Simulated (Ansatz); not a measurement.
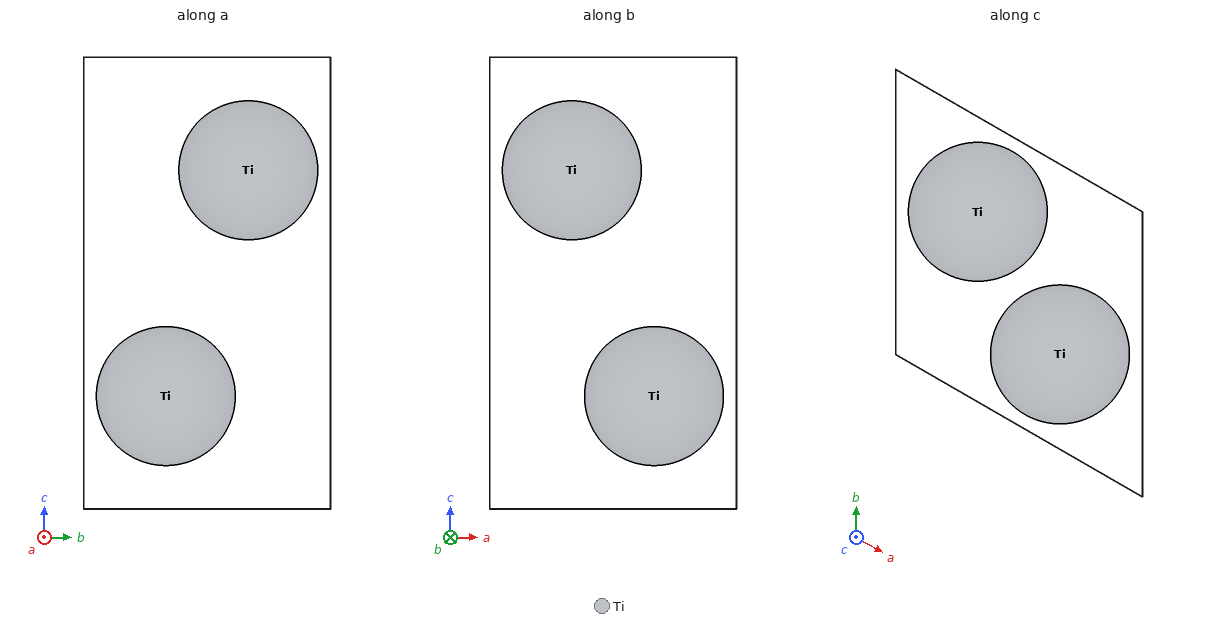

The crystal in a spheres-only representation, seen along the a axis, along the b axis and along the c axis. The parallelepiped is the unit cell.

Lattice parameters: a = 2.8631 Å, b = 2.8647 Å, c = 4.5382 Å, α = 89.995°, β = 90.009°, γ = 119.982°.

> Convert the drawing into a CIF in P1 with every atom of the cell.

```cif
data_structure
_symmetry_space_group_name_H-M 'P 1'
_symmetry_Int_Tables_number 1
_cell_length_a 2.8631
_cell_length_b 2.8647
_cell_length_c 4.5382
_cell_angle_alpha 89.995
_cell_angle_beta 90.009
_cell_angle_gamma 119.982
_cell_volume 32.24
loop_
_atom_site_label
_atom_site_type_symbol
_atom_site_fract_x
_atom_site_fract_y
_atom_site_fract_z
_atom_site_occupancy
Ti1 Ti 0.3330 0.6670 0.7500 1
Ti2 Ti 0.6660 0.3330 0.2500 1
```

It derives from a structure type filled with this element by a generator (whether the element takes this form wasn't checked). Relaxation method: Ansatz, DFT, LDA (PW92), plane waves (420 eV) with PAW, scalar-relativistic.
